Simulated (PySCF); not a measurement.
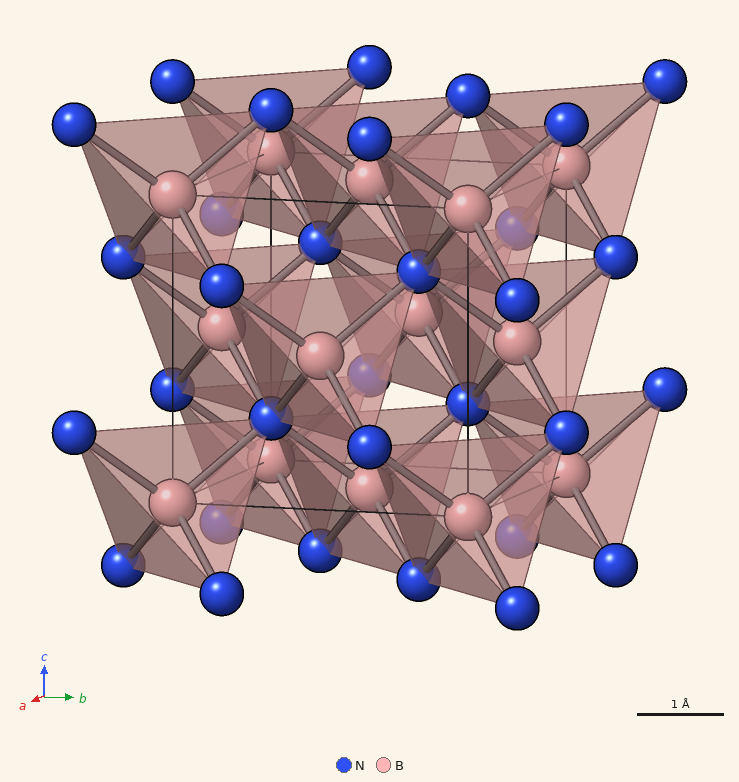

Fig. 1: The structure (polyhedral view of the cell 4 times as large as that of the calculation, set on its symmetry axes, seen slightly off an axis; polyhedra are completed across the faces of the cell). An atom can appear more than once, as a periodic image.

## BN: adc2 calculation

BN (2 atoms in the cell), computed with Hartree-Fock of a periodic cell in Gaussian orbitals, HF, DZVP-MOLOPT-SR/GTH-PBE, IP- and EA-ADC(2) (PySCF 2.14.0).

The structure derives from a Materials Project entry. The run did not end well.

### Log
```
Discarded 0 diffused primitive functions, 0 contracted functions

PySCF version 2.14.0

[INPUT] verbose = 4
[INPUT] num. atoms = 2
[INPUT] num. electrons = 8
[INPUT] charge = 0
[INPUT] spin (= nelec alpha-beta = 2S) = 0
[INPUT] symmetry False subgroup None
[INPUT] Mole.unit = angstrom
[INPUT] Symbol           X                Y                Z      unit          X                Y                Z       unit  Magmom
[INPUT]  1 N      0.906500500000   0.906500500000   0.906500500000 AA    1.713037676781   1.713037676781   1.713037676781 Bohr   0.0
[INPUT]  2 B      0.000000000000   0.000000000000   0.000000000000 AA    0.000000000000   0.000000000000   0.000000000000 Bohr   0.0

nuclear repulsion = -13.1304314011656
number of shells = 6
number of NR pGTOs = 81
number of NR cGTOs = 26
basis = {'B': 'DZVP-MOLOPT-SR-GTH-q3', 'N': 'DZVP-MOLOPT-SR-GTH-q5'}
ecp = {}
lattice vectors  a1 [0.000000000, 3.426075354, 3.426075354]
                 a2 [3.426075354, 0.000000000, 3.426075354]
                 a3 [3.426075354, 3.426075354, 0.000000000]
dimension = 3
low_dim_ft_type = None
Cell volume = 80.4305
exp_to_discard = 0.02
rcut = 24.39067680222056 (nimgs = [7 7 7])
precision = 1e-08
pseudo = {'B': 'GTH-PBE-q3', 'N': 'GTH-PBE-q5'}
ke_cutoff = 220
    = [35 35 35] mesh (42875 PWs)

******** <class 'pyscf.pbc.scf.khf.KRHF'> ********
method = KRHF
initial guess = minao
damping factor = 0
level_shift factor = 0
DIIS = <class 'pyscf.scf.diis.CDIIS'>
diis_start_cycle = 1
diis_space = 8
diis_damp = 0
SCF conv_tol = 1e-08
SCF conv_tol_grad = None
SCF max_cycles = 60
direct_scf = True
direct_scf_tol = 1e-13

******** PBC SCF flags ********
N kpts = 8
Exchange divergence treatment (exxdiv) = ewald
    madelung (= occupied orbital energy shift) = 0.3345564239667311
    Total energy shift due to Ewald probe charge = -1/2 * Nelec*madelung = -1.33822569587
DF object = <pyscf.pbc.df.df.GDF object>
Set gradient conv threshold to 0.0001

******** <class 'pyscf.pbc.df.rsdf_builder._RSNucBuilder'> ********
mesh = [9 9 9] (729 PWs)
ke_cutoff = 13.453209543922794
omega = 0.4629879168922588
exclude_d_aux = False
exclude_dd_block = True
j2c_eig_always = False
has_long_range = True
init E= -13.1502359134043
  HOMO = 0.453343458262  LUMO = 0.732117742075  gap/eV = 7.58583
cycle= 1 E= -12.4691680097124  delta_E= 0.681  |g|= 0.937  |ddm|= 7.51
  HOMO = 0.266078082007  LUMO = 0.802288277827  gap/eV = 14.59102
cycle= 2 E= -12.4971891774468  delta_E= -0.028  |g|= 0.317  |ddm|= 1.91
  HOMO = 0.232289233478  LUMO = 0.804489657615  gap/eV = 15.57037
cycle= 3 E= -12.5000873000012  delta_E= -0.0029  |g|= 0.0748  |ddm|= 0.622
  HOMO = 0.235824968608  LUMO = 0.806140640303  gap/eV = 15.51908
cycle= 4 E= -12.5004152188865  delta_E= -0.000328  |g|= 0.0123  |ddm|= 0.255
  HOMO = 0.235590492301  LUMO = 0.806110138901  gap/eV = 15.52463
cycle= 5 E= -12.5004290007909  delta_E= -1.38e-05  |g|= 0.00161  |ddm|= 0.0797
  HOMO = 0.235465401292  LUMO = 0.806141522388  gap/eV = 15.52889
cycle= 6 E= -12.5004293027391  delta_E= -3.02e-07  |g|= 0.000191  |ddm|= 0.012
  HOMO = 0.235489153437  LUMO = 0.80614461634  gap/eV = 15.52833
cycle= 7 E= -12.500429305583  delta_E= -2.84e-09  |g|= 2.33e-05  |ddm|= 0.000799
  HOMO = 0.235484818929  LUMO = 0.806145200044  gap/eV = 15.52846
```

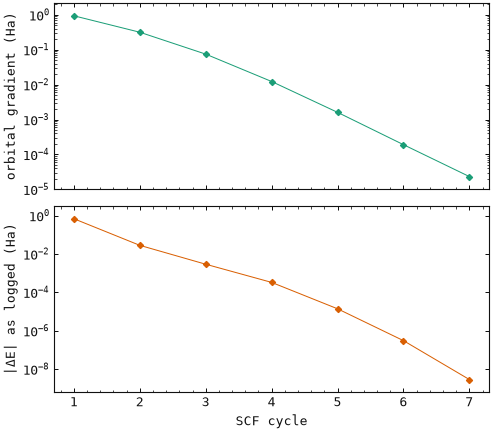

Fig. 2: Convergence of the self-consistent field: orbital gradient and size of the energy change against the SCF cycle. The run ended after 7 cycles.

```
Extra cycle  E= -12.5004293056183  delta_E= -3.52e-11  |g|= 8.87e-06  |ddm|= 7.04e-05
converged SCF energy = -12.5004293056183
fit functions by k pair: [246, 252, 253]
levels (eV)
k  0.0000  0.0000  0.0000   -19.730 6.408 6.408 6.408 27.248 27.248 27.248 30.491 49.396
k -0.0000 -0.0000  0.5000   -14.491 -6.338 4.118 4.118 28.669 29.464 29.464 37.187 46.369
k  0.0000  0.5000 -0.0000   -14.491 -6.338 4.118 4.118 28.669 29.464 29.464 37.187 46.369
k  0.0000  0.5000  0.5000   -12.703 -4.520 0.615 0.615 21.936 27.271 38.846 38.846 43.381
k  0.5000  0.0000  0.0000   -14.491 -6.338 4.118 4.118 28.669 29.464 29.464 37.187 46.369
k  0.5000  0.0000  0.5000   -12.703 -4.520 0.615 0.615 21.936 27.271 38.846 38.846 43.381
k  0.5000  0.5000  0.0000   -12.703 -4.520 0.615 0.615 21.936 27.271 38.846 38.846 43.381
k  0.5000  0.5000  0.5000   -14.491 -6.338 4.118 4.118 28.669 29.464 29.464 37.187 46.369
Mulliken charges [-0.57268  0.57268]

******** <class 'pyscf.pbc.adc.kadc_rhf.RADC'> ********
ValueError: could not broadcast input array from shape (246,4,4) into shape (253,4,4)
```

This output came from the following input.

### Input
```python
import json
import numpy as np
from pyscf.pbc import gto, scf, dft, df
from pyscf.pbc.tools import pyscf_ase
from ase.io import read

atoms = read('BN.xyz')
cell = pyscf_ase.cell_from_ase(atoms)
cell.basis = {'B': 'DZVP-MOLOPT-SR-GTH-q3', 'N': 'DZVP-MOLOPT-SR-GTH-q5'}
cell.pseudo = {'B': 'GTH-PBE-q3', 'N': 'GTH-PBE-q5'}
cell.ke_cutoff = 220  # hartree
cell.exp_to_discard = 0.02
cell.precision = 1e-08
cell.max_memory = 5040  # MB
cell.verbose = 4
cell.build()

res = {}
kpts = cell.make_kpts([2, 2, 2])
mf = scf.KRHF(cell, kpts, exxdiv='ewald')
mf = mf.density_fit()
mf.with_df._cderi = 'cderi.h5'  # three-centre integrals saved by an earlier run on this cell, basis and mesh
mf.conv_tol = 1e-08
mf.max_cycle = 60

mf.kernel()
res.update(converged=bool(mf.converged), e_tot=mf.e_tot, nelec=cell.nelectron, nao=cell.nao, mesh=list(map(int, cell.mesh)), a=cell.lattice_vectors().tolist(), coords=cell.atom_coords().tolist(),
           mo_energy=[np.real(x).tolist() for x in mf.mo_energy], mo_occ=[np.real(x).tolist() for x in mf.mo_occ])
import h5py
print('fit functions by k pair:', sorted({v['0'].shape[0] for v in h5py.File(mf.with_df._cderi)['j3c'].values()}))
res.update(kpts=cell.get_scaled_kpts(kpts).tolist())
res['parts'] = {k: float(np.real(v)) for k, v in mf.scf_summary.items() if np.isscalar(v)}
json.dump(res, open('results.json', 'w'))
if not mf.converged:
    raise SystemExit('SCF not converged')

print('levels (eV)')
for i, kp in enumerate(res['kpts'][:40]):
    print('k %7.4f %7.4f %7.4f  ' % tuple(kp), ' '.join('%.3f' % (x * 27.211386) for x in res['mo_energy'][i][:9]))

# Mulliken populations
dm, s = np.asarray(mf.make_rdm1()), np.asarray(mf.get_ovlp())
sites = cell.aoslice_by_atom()[:, 2:]
tot = np.einsum('kij,kji->i', dm, s).real / len(kpts)
res['mulliken'] = [cell.atom_charge(i) - tot[a0:a1].sum() for i, (a0, a1) in enumerate(sites)]
print('Mulliken charges', np.round(res['mulliken'], 5))

from pyscf.pbc import adc
myadc = adc.KRADC(mf)
myadc.method = 'adc(2)'
res['e_corr'] = float(np.real(myadc.kernel_gs()[0]))
for kind in ('ip', 'ea'):
    myadc.method_type = kind
    res[kind] = np.real(myadc.kernel(nroots=1)[0]).ravel().tolist()
res['done'] = True
json.dump(res, open('results.json', 'w'))
```

### File BN.xyz
```
2
Lattice="0.0000000000 1.8130010000 1.8130010000 1.8130010000 0.0000000000 1.8130010000 1.8130010000 1.8130010000 0.0000000000" Properties=species:S:1:pos:R:3 pbc="T T T"
N      0.9065005000      0.9065005000      0.9065005000
B      0.0000000000      0.0000000000      0.0000000000
```

Command:
```bash
OMP_NUM_THREADS=4 python -u run.py > log
```

### Outcome

- outcome: ended with an error
- space group (tolerance 0.01 Å): F-43m (216)
- electrons treated: 8
- free energy: −340.1540 eV
- total energy: −340.1540 eV
- Fermi energy: 6.408 eV
- gap on the k-point mesh: 15.53 eV
- hardware: 4 threads of Arm Neoverse V1, 24 GiB of memory available, shared host
- wall time: 5.3 s (CPU time 12 s)
- peak memory: 0.17 GiB

### What went wrong

The run ended with an error. Notes on the run: ValueError: could not broadcast input array from shape (246,4,4) into shape (253,4,4). Points of doubt noted for this run: coarse mesh; mesh coarse for exact exchange; small mesh and basis.
